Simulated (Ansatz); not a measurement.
Structure data:

```
Ni Ge
1.0
     4.00704    0.00000    0.00000
    -2.00352    3.47020    0.00000
     0.00000    0.00000   10.15824
Ni Ge
7 4
Direct
  0.00000 0.00000 0.37302
  0.00000 0.00000 0.87904
  0.00000 0.00000 0.12096
  0.00000 0.00000 0.62698
  0.66667 0.33333 0.50000
  0.33333 0.66667 0.24319
  0.33333 0.66667 0.75681
  0.66667 0.33333 0.24626
  0.66667 0.33333 0.75374
  0.33333 0.66667 0.00000
  0.33333 0.66667 0.50000
```

Interpret the file: composition, symmetry and coordination.

Answer. It has the composition Ni7Ge4. It is primitive hexagonal, space group P-6m2 (No. 187). The cell has 11 atoms, namely 7 Ni, 4 Ge. Ge takes three kinds of site: 2i with ten Ni at 2.31 to 2.65 Å; 1c with eight Ni at 2.47 to 2.62 Å; 1d with eleven Ni at 2.31 to 2.65 Å. The bonds build a three-dimensional framework.

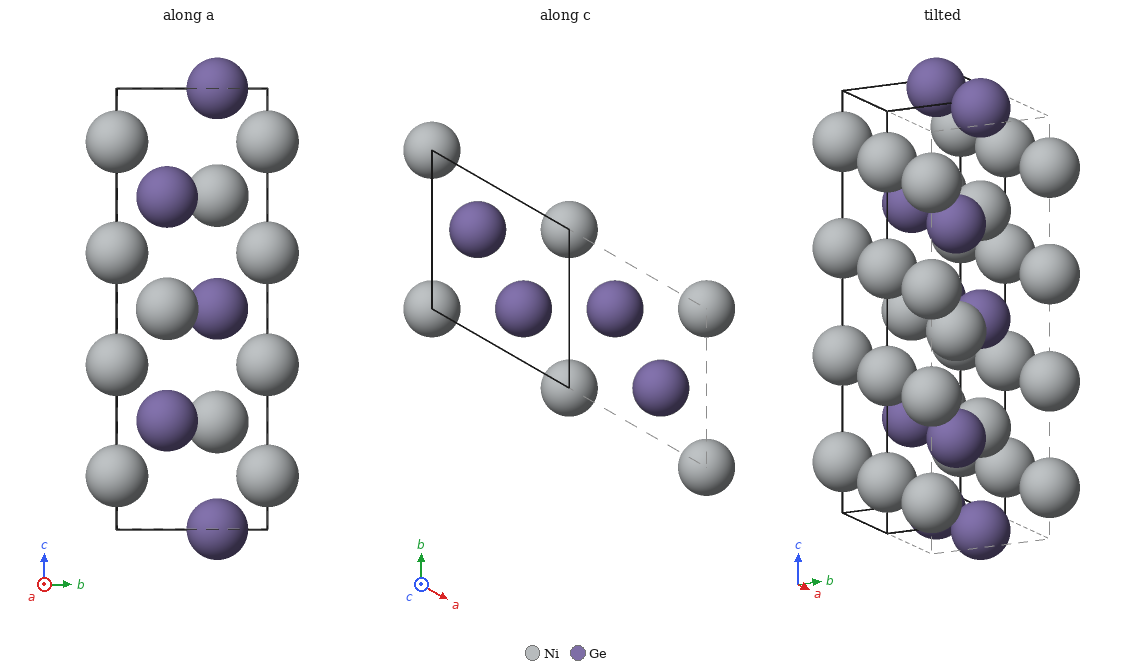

View along the a axis, along the c axis and slightly off an axis, drawn as a spheres-only model. Solid lines give the conventional unit cell, repeated here 2×1×1 times.

The structure comes from a structure listed in the Materials Project. The cell was then strained or its atoms displaced on purpose. It was set up as input for a calculation with Ansatz.
